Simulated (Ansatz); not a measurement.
# Geometry relaxation, with input and output: Fe (part 2 of 2)

Fe (Fm-3m, 1 atom in the cell); DFT PBE, scalar-relativistic, plane waves, PAW, spin-polarised (Ansatz 0.2.0); cutoff 420 eV, 8×8×8 k-mesh, Gaussian smearing of 0.1 eV, collinear spins. The structure was made by swapping elements on the sites of another compound; it need not be a known phase. It belongs to a series of runs on one base structure; here: Al -> Fe on all its sites, cell and atoms relaxed.

Geometry of the input (Å; fractional positions):
```
0.0000  2.1417  2.1417
2.1417  0.0000  2.1417
2.1417  2.1417  0.0000
Fe 0.0000  0.0000  0.0000
```

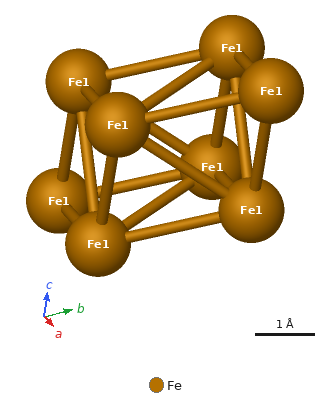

*The geometry at step 2 of the log (ball-and-stick view of the cell of the calculation, seen slightly off an axis; atoms are numbered from 1 in the order of the input).*

Output, continued
```
SCF iter   1: F=—  HF=-4480.377222 eV  |F-HF|=—  |Δ(HF+E_count)|=         —  Δρ=3.19e-2 (↑3.19e-2 ↓1.16e-2)  dr2=1.38e-1  dr2_m=1.89e-2  M=2.699 μB ∫|m|=2.786 μB  β_m=0.30  ethr=8.62e-4  ⟨swp⟩=1.0  Hψ=5770  notcnv=0
preconditioner: auto → none  [metal: Δε(μ)=0.013 eV  Ē_g=14.094 eV  σ=0.100 eV  W_gap=0.07  n_scr=0 (ndim 8)  ℏωp=30.1 eV  f_vac=0.000  D(μ)=1.10/eV (n_scr^D=14)]
SCF iter   2: F=—  HF=-4480.321666 eV  |F-HF|=—  |Δ(HF+E_count)|=   5.56e-2  Δρ=8.26e-3 (↑6.56e-3 ↓8.26e-3)  dr2=1.74e-3  dr2_m=4.96e-3  M=2.699 μB ∫|m|=2.795 μB  β_m=0.29  ethr=8.61e-4  ⟨swp⟩=2.8  Hψ=1390  notcnv=0
SCF iter   3: F=—  HF=-4480.327421 eV  |F-HF|=—  |Δ(HF+E_count)|=   5.76e-3  Δρ=5.34e-3 (↑5.10e-3 ↓5.34e-3)  dr2=2.83e-4  dr2_m=2.78e-3  M=2.699 μB ∫|m|=2.796 μB  β_m=0.57  ethr=1.09e-5  ⟨swp⟩=2.2  Hψ=1633  notcnv=0  defer=13
SCF iter   4: F=—  HF=-4480.335935 eV  |F-HF|=—  |Δ(HF+E_count)|=   8.51e-3  Δρ=1.46e-3 (↑1.00e-3 ↓1.46e-3)  dr2=4.78e-4  dr2_m=3.43e-5  M=2.699 μB ∫|m|=2.799 μB  β_m=0.78  ethr=1.77e-6  ⟨swp⟩=2.0  Hψ=1503  notcnv=0  defer=24
SCF iter   5: F=—  HF=-4480.336611 eV  |F-HF|=—  |Δ(HF+E_count)|=   6.76e-4  Δρ=2.80e-4 (↑2.80e-4 ↓1.93e-4)  dr2=1.64e-5  dr2_m=3.15e-7  M=2.699 μB ∫|m|=2.799 μB  β_m=0.77  ethr=1.77e-6  ⟨swp⟩=2.2  Hψ=1101  notcnv=0  defer=26
SCF iter   6: F=—  HF=-4480.336612 eV  |F-HF|=—  |Δ(HF+E_count)|=   6.05e-7  Δρ=2.02e-5 (↑2.02e-5 ↓1.35e-5)  dr2=5.27e-8  dr2_m=9.59e-9  M=2.699 μB ∫|m|=2.799 μB  β_m=0.88  ethr=1.02e-7  ⟨swp⟩=2.3  Hψ=1183  notcnv=0  defer=26
SCF iter   7: F=-4480.336612 eV  HF=-4480.336612 eV  |F-HF|=4.74e-8  |Δ(HF+E_count)|=   2.90e-7  Δρ=1.32e-5 (↑1.22e-5 ↓1.32e-5)  dr2=5.82e-8  dr2_m=1.50e-10  M=2.699 μB ∫|m|=2.799 μB  ethr=3.30e-10  ⟨swp⟩=3.7  Hψ=3186  notcnv=0
SCF 4 converged in 7 iterations: F = -4480.336612 eV  dr2 = 5.82e-8
relax step   4: F+E_penalty+E_count = -4480.33661228 eV  Δ(F+E_penalty+E_count) = -1.800e-1 eV  max|allowed force component| = 0.000e0 eV/Å  Δτ_max = 0.0000 Å  P = +0.351 GPa  Ω = 12.173 Å³  energy of the carried Pulay correction = +2.608e-3 eV  (7 SCF iters, dr2 threshold 1.00e-7 eV, accepted)
Basis set: ecut = 420 eV, 259 PW (Γ), exchange–correlation on 36×36×36 points (8 copies of the dense FFT grid, shifted against one another)
Initial wavefunctions: pseudopotential atomic-orbital guess (no wavefunctions were taken with the density)
iter 1 solved again at ethr=2.22e-6 eV; its pass at ethr=3.10e-3 eV (dr2=3.55e-4 eV) is discarded
SCF iter   1: F=—  HF=-4480.333319 eV  |F-HF|=—  |Δ(HF+E_count)|=         —  Δρ=1.23e-3 (↑1.23e-3 ↓1.01e-3)  dr2=3.66e-4  dr2_m=4.39e-6  M=2.699 μB ∫|m|=2.801 μB  β_m=0.65  ethr=2.22e-6  ⟨swp⟩=2.1  Hψ=5488  notcnv=0
preconditioner: auto → none  [metal: Δε(μ)=0.017 eV  Ē_g=14.241 eV  σ=0.100 eV  W_gap=0.10  n_scr=0 (ndim 8)  ℏωp=30.1 eV  f_vac=0.000  D(μ)=1.17/eV (n_scr^D=14)]
SCF iter   2: F=—  HF=-4480.333252 eV  |F-HF|=—  |Δ(HF+E_count)|=   6.72e-5  Δρ=7.68e-4 (↑7.68e-4 ↓5.60e-4)  dr2=1.27e-4  dr2_m=1.64e-6  M=2.699 μB ∫|m|=2.801 μB  β_m=0.43  ethr=2.22e-6  ⟨swp⟩=2.3  Hψ=1106  notcnv=0
SCF iter   3: F=—  HF=-4480.333265 eV  |F-HF|=—  |Δ(HF+E_count)|=   1.32e-5  Δρ=2.81e-4 (↑2.81e-4 ↓1.66e-4)  dr2=9.05e-6  dr2_m=6.96e-7  M=2.699 μB ∫|m|=2.801 μB  β_m=0.46  ethr=7.97e-7  ⟨swp⟩=2.5  Hψ=1245  notcnv=0
SCF iter   4: F=—  HF=-4480.333307 eV  |F-HF|=—  |Δ(HF+E_count)|=   4.18e-5  Δρ=1.03e-4 (↑7.17e-5 ↓1.03e-4)  dr2=1.73e-6  dr2_m=2.71e-7  M=2.699 μB ∫|m|=2.800 μB  β_m=0.73  ethr=5.66e-8  ⟨swp⟩=1.0  Hψ=818  notcnv=0
SCF iter   5: F=—  HF=-4480.333357 eV  |F-HF|=—  |Δ(HF+E_count)|=   5.02e-5  Δρ=4.90e-5 (↑4.90e-5 ↓1.56e-5)  dr2=1.29e-7  dr2_m=7.24e-8  M=2.699 μB ∫|m|=2.800 μB  β_m=0.84  ethr=1.08e-8  ⟨swp⟩=2.1  Hψ=1299  notcnv=0
SCF iter   6: F=—  HF=-4480.333359 eV  |F-HF|=—  |Δ(HF+E_count)|=   1.58e-6  Δρ=2.12e-5 (↑2.12e-5 ↓6.90e-6)  dr2=4.83e-8  dr2_m=6.09e-9  M=2.699 μB ∫|m|=2.800 μB  β_m=0.89  ethr=8.06e-10  ⟨swp⟩=2.0  Hψ=1252  notcnv=0
SCF iter   7: F=—  HF=-4480.333359 eV  |F-HF|=—  |Δ(HF+E_count)|=   4.64e-8  Δρ=4.61e-6 (↑4.61e-6 ↓2.56e-6)  dr2=3.84e-9  dr2_m=1.20e-10  M=2.699 μB ∫|m|=2.800 μB  β_m=0.95  ethr=3.02e-10  ⟨swp⟩=1.2  Hψ=853  notcnv=0
SCF iter   8: F=—  HF=-4480.333359 eV  |F-HF|=—  |Δ(HF+E_count)|=   1.21e-9  Δρ=4.05e-7 (↑4.05e-7 ↓2.83e-7)  dr2=3.76e-11  dr2_m=4.34e-13  M=2.699 μB ∫|m|=2.800 μB  β_m=0.97  ethr=2.40e-11  ⟨swp⟩=2.1  Hψ=992  notcnv=0
SCF iter   9: F=-4480.333359 eV  HF=-4480.333359 eV  |F-HF|=0.00e0  |Δ(HF+E_count)|=  7.28e-12  Δρ=5.88e-8 (↑4.90e-8 ↓5.88e-8)  dr2=8.33e-13  dr2_m=5.92e-15  M=2.699 μB ∫|m|=2.800 μB  ethr=1.00e-12  ⟨swp⟩=2.1  Hψ=2407  notcnv=0
SCF 5 converged in 9 iterations: F = -4480.333359 eV  dr2 = 8.33e-13
relax step   5: F+E_penalty+E_count = -4480.33335867 eV  Δ(F+E_penalty+E_count) = +3.254e-3 eV  max|allowed force component| = 0.000e0 eV/Å  Δτ_max = 0.0000 Å  P = +0.310 GPa  Ω = 12.173 Å³  stress off target by 3.10e-1 GPa  SCF on the basis re-selected at this cell (its energy is not comparable with the rows above)  (9 SCF iters)
```

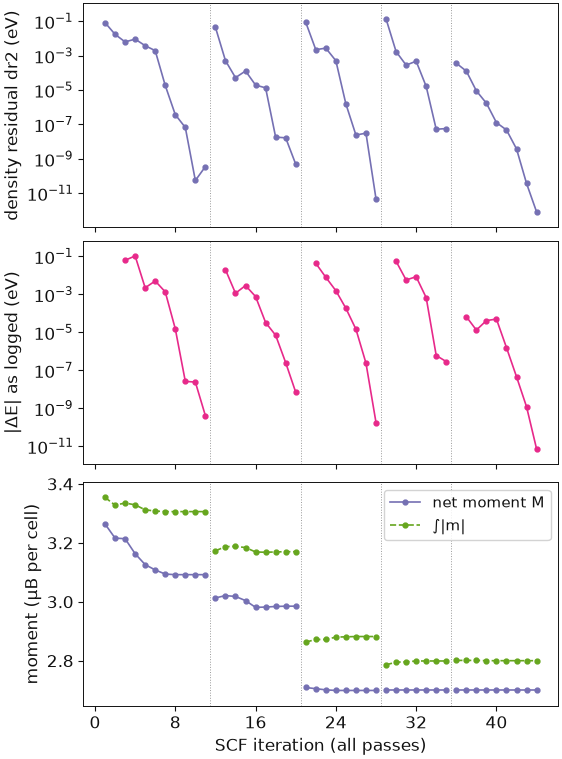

*Convergence of the self-consistent field: density residual dr2, size of the energy change and magnetic moment against the SCF iteration. The dotted lines part the SCF passes of the relaxation: geometry steps, rejected trials and re-solves on a re-selected basis.*

The 5 passes take 7 to 11 iterations each, 44 in all. The net moment goes from 3.3 to 2.7 μB per cell.

```
basis re-selected at this cell: Δ(F+E_penalty+E_count) = +3.254e-3 eV, ΔP = -0.040 GPa vs the last step (what re-selecting the basis moved, of the pressure what is left beyond the Pulay correction that the steps carried, after the strain that the cell walked since its last selection, with what the two solves' SCF thresholds leave and, on support functions, any second-order correction that the steps lacked; it is no measure of the basis error at this ecutwfc). The dense FFT grid was sized anew with the basis: this SCF ran on 18×18×18 points, the steps before it on 24×24×24, so part of this shift can come from that change (see relax.cell in the input reference). This SCF's stress stands 3.10e-1 GPa from its target on what of the cell is left free (relax.cell.stress_tol is 5.00e-1 GPa) and its largest allowed force component is 0.00e0 eV/Å (relax.f_tol is 5.00e-2 eV/Å): within both
SCF converged after 9 iterations
Magnetization: 2.6992 μB (9.3496 up, 6.6504 down)
Absolute magnetization: 2.7998 μB (∫|ρ↑−ρ↓|, with the PAW one-centre terms)
Spin contamination: 0.0451 ħ² per cell (⟨S²⟩ above its minimum at these occupations)
Per-site moments (μB) at R_I (Å): [(2.736102287330565, 1.0651146471497914)]
Free energy (F): -4480.333359 eV
Harris-Foulkes:  -4480.333359 eV  (|F-HF|=0.00e0)
Internal energy: -4480.327413 eV  (E = F + TS)
E sigma→0 (E₀):  -4480.330386 eV
Entropy (-TS):   -0.005945 eV (-5.945 meV/atom)
Fermi energy:    17.221240 eV
--- Per-component energies (eV) ---
  E_band       = -232.942161
  E_kinetic    = 348.012818
  E_local      = -2150.417422  (includes V_loc(G=0)·N_el)
  E_nonlocal   = 220.925232
  E_hartree    = 899.943383
  E_xc         = -117.066124
  E_vxc        = -150.687626  (∫ρ·V_xc dr)
  E_paw        = -1367.527376  (= ΣΔE_a)
  E_vpaw       = -300.662636  (= ΣTr[D̂ρ^β])
  E_aug_tail   = 0.000763  (compensation charges beyond the density's cutoff)
  E_ewald      = -2314.198687
  E_smearing   = -0.005945  (= −TS)
  E_closure    = 0.000000  (closes the sum)
  Σ components = -4480.333359   (vs F -4480.333359, Δ=0.00e0)
--- Forces (eV/Å), atoms counted from 1 ---
  atom   1  Fe     0.00000000    -0.00000000     0.00000000
  max |Σ_I F_I| component: 3.49e-32 eV/Å
--- Stress (GPa, compression-positive) ---
        0.310329       0.000000       0.000000
       -0.000000       0.310329       0.000000
        0.000000       0.000000       0.310329
  P = ⅓ Tr σ = 0.3103 GPa (3.103 kbar)
--- Band table (eV; the first three rows and the last of 58) ---
  k-point 0 ↑: bands = ["-71.1243", "-36.9759", "-36.9759", "-36.9759", "8.8174", "14.7650", "14.7650", "14.7650", "15.7221", "15.7221", "38.3384", "42.4329", "42.4329", "42.4329"]
  k-point 1 ↑: bands = ["-71.1164", "-37.0232", "-36.9825", "-36.9825", "9.3899", "14.6130", "14.8880", "14.8880", "15.6831", "15.6831", "36.4120", "39.5429", "41.7320", "41.7320"]
  k-point 2 ↑: bands = ["-71.0973", "-37.1364", "-36.9983", "-36.9983", "10.8849", "14.4535", "14.9126", "14.9126", "15.8968", "15.8968", "30.9156", "38.6129", "40.8876", "40.8876"]
  k-point 28 ↓: bands = ["-67.8626", "-34.0825", "-34.0825", "-33.9811", "15.1708", "16.0613", "16.0613", "18.6071", "19.7548", "25.7662", "25.7662", "28.0705", "28.9536", "45.3763"]
--- Relaxed structure (4 steps of the walk, 4 accepted, 1 SCFs on fresh bases) ---
  F+E_penalty+E_count = -4480.33335867 eV   max|allowed force component| = 0.000e0 eV/Å   (the final SCF, on the basis selected at the relaxed cell)
  cell:  # Å, volume = 12.1731 Å³
    - [5.3993197600754085e-34, 1.8258176720987498, 1.8258176720987498]
    - [1.8258176720987502, -1.5272071013002872e-34, 1.8258176720987498]
    - [1.8258176720987502, 1.8258176720987498, -5.557140123376753e-34]
  atoms:
    - { symbol: Fe, position: [0.0, 0.0, 0.0] }
--- Löwdin populations: 1 site ---
  site symbol       q [e]    m [muB]
     0     Fe     15.7643     2.7763
  spilling = 0.014734 (of n_electrons = 16.000000)
```

File populations.tsv
```
# site	symbol	l	j	q_up	q_dn
# orbitals = lowdin
# n_electrons = 16.000000
# spilling = 0.014734
0	Fe	0_3S	-	0.993980	0.994219
0	Fe	0_4S	-	0.462479	0.494774
0	Fe	1_3P	-	2.998870	2.998248
0	Fe	2_3D	-	4.814969	2.006721
```

Trajectory as extended XYZ (Å, eV, eV/Å), 5 frames, from step=1 to step=5
```
1
Lattice="0.0000 2.1417 2.1417 2.1417 0.0000 2.1417 2.1417 2.1417 0.0000" Properties=species:S:1:pos:R:3:forces:R:3 step=1 energy=-4479.33026 pressure_GPa=-25.91
Fe    0.0000    0.0000    0.0000    0.0000   0.0000   0.0000
1
Lattice="0.0000 2.0373 2.0373 2.0373 0.0000 2.0373 2.0373 2.0373 0.0000" Properties=species:S:1:pos:R:3:forces:R:3 step=2 energy=-4479.77294 pressure_GPa=-25.20
Fe    0.0000    0.0000    0.0000    0.0000   0.0000   0.0000
1
Lattice="0.0000 1.9329 1.9329 1.9329 0.0000 1.9329 1.9329 1.9329 0.0000" Properties=species:S:1:pos:R:3:forces:R:3 step=3 energy=-4480.15664 pressure_GPa=-21.71
Fe    0.0000    0.0000    0.0000    0.0000   0.0000   0.0000
1
Lattice="0.0000 1.8258 1.8258 1.8258 0.0000 1.8258 1.8258 1.8258 0.0000" Properties=species:S:1:pos:R:3:forces:R:3 step=4 energy=-4480.33661 pressure_GPa=0.35
Fe    0.0000    0.0000    0.0000    0.0000   0.0000   0.0000
1
Lattice="0.0000 1.8258 1.8258 1.8258 0.0000 1.8258 1.8258 1.8258 0.0000" Properties=species:S:1:pos:R:3:forces:R:3 step=5 energy=-4480.33336 pressure_GPa=0.31
Fe    0.0000    0.0000    0.0000    0.0000   0.0000   0.0000
```

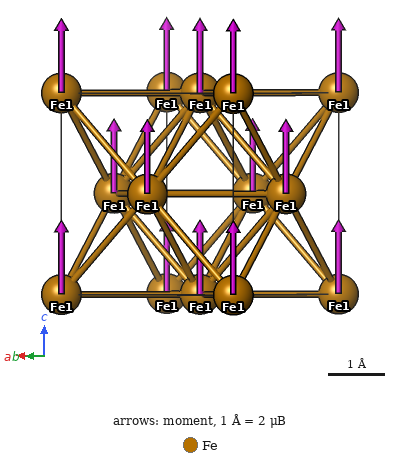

*Magnetic moments of the sites as pink arrows (ball-and-stick view of the cell 4 times as large as that of the calculation, set on its symmetry axes, seen at an oblique angle; atoms are numbered from 1 in the order of the input); small moments hardly show. The run is collinear, so the axis drawn is arbitrary.*

Site moments: Fe1 (2.74 μB). They are counted near the atoms and needn't add up to the moment of the cell.

Results in brief

```json
{"quantity": "outcome", "value": "converged"}
{"quantity": "space group (tolerance 0.01 Å)", "value": "Fm-3m (225)"}
{"quantity": "electrons treated", "value": "16"}
{"quantity": "free energy", "value": "−4480.3334 eV"}
{"quantity": "Fermi energy", "value": "17.221 eV"}
{"quantity": "gap on the k-point mesh", "value": "none (metallic)"}
{"quantity": "net moment of the cell", "value": "2.70 μB"}
{"quantity": "integrated absolute moment", "value": "2.80 μB"}
{"quantity": "pressure", "value": "0.31 GPa"}
{"quantity": "final volume", "value": "12.17 Å³"}
{"quantity": "largest force (length of the vector) at the end", "value": "under 0.001 eV/Å"}
{"quantity": "final cell", "value": "a = 2.582 Å, b = 2.582 Å, c = 2.582 Å, α = 60.00°, β = 60.00°, γ = 60.00°"}
{"quantity": "wall time", "value": "7.5 s"}
{"quantity": "peak memory", "value": "0.34 GiB"}
```
